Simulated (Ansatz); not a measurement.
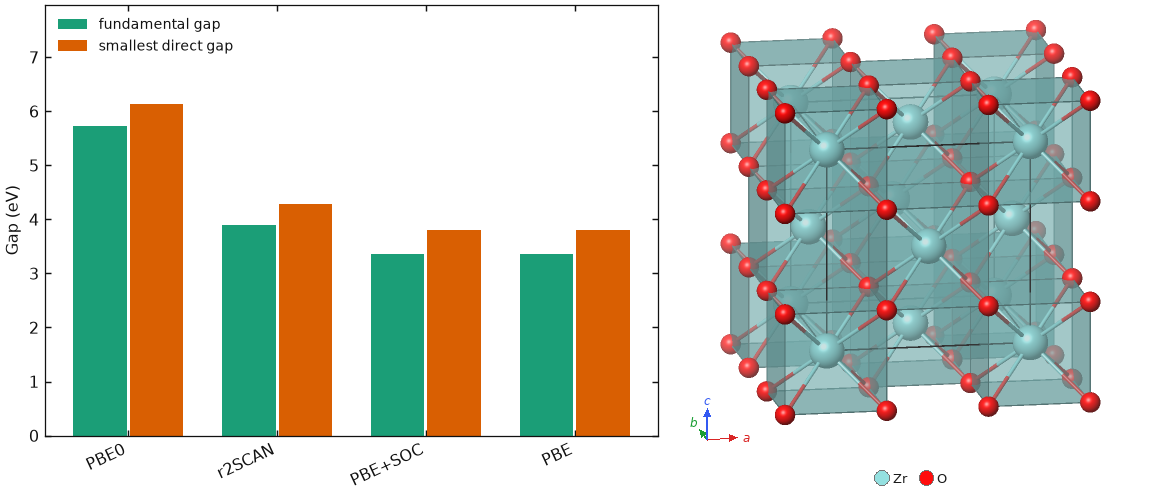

Gaps of ZrO2, space group Fm-3m (No. 225), 3 atoms in the cell, fluorite type, at several levels of theory on one cell (Ansatz, plane waves and PAW; edges over the mesh and the special points).

How does the gap depend on the level, and does its kind change?

Answer. In rising order: PBE 3.36 eV, PBE+SOC 3.36 eV, r2SCAN 3.89 eV and PBE0 5.73 eV. It is indirect at every level.
